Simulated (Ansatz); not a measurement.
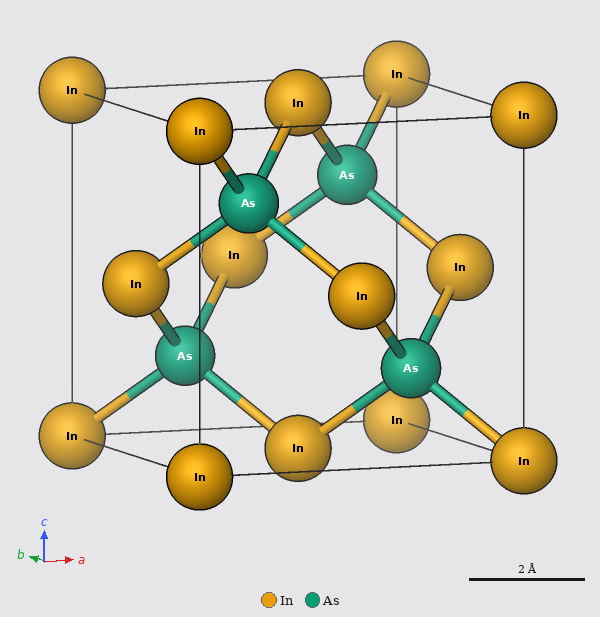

Reference structure: a crystal of InAs (set up in F-43m). The picture is a ball-and-stick view of the conventional cell (4 times the calculation's cell), seen slightly off an axis. Lengths and directions refer to the drawn axes.

Computed with Ansatz, DFT PBEsol, scalar-relativistic, plane waves, PAW. Settings: plane-wave cutoff 420 eV; k-point mesh 12 × 12 × 12; occupations gaussian; smearing width 0.1 eV; no spin polarisation.

Now this is done to it. All lengths are scaled by +2.0 % (volume +6.0 %), the atoms keeping their fractional coordinates. No relaxation follows.

What is the effect?

Near-neighbour distances before and after: As–In 2.636 → 2.688 Å. The space group stays F-43m (No. 216). The energy rises by 16.0 meV per atom. The pressure goes from 0.0 to −2.8 GPa. All forces vanish by symmetry.

Drawn alike, the variant:

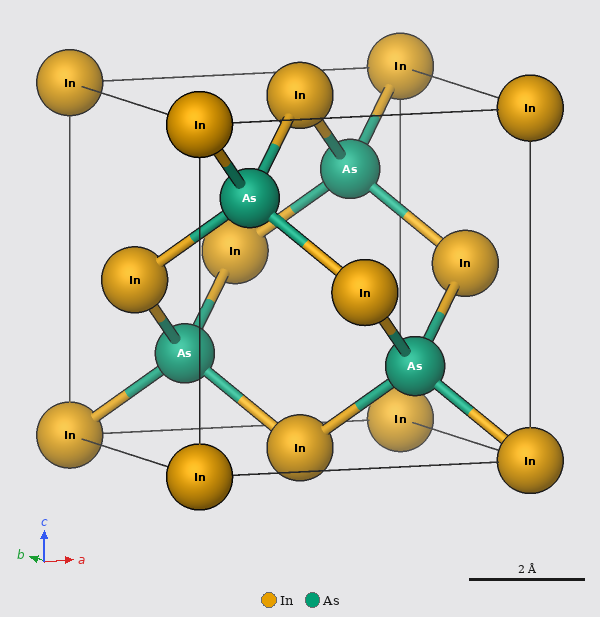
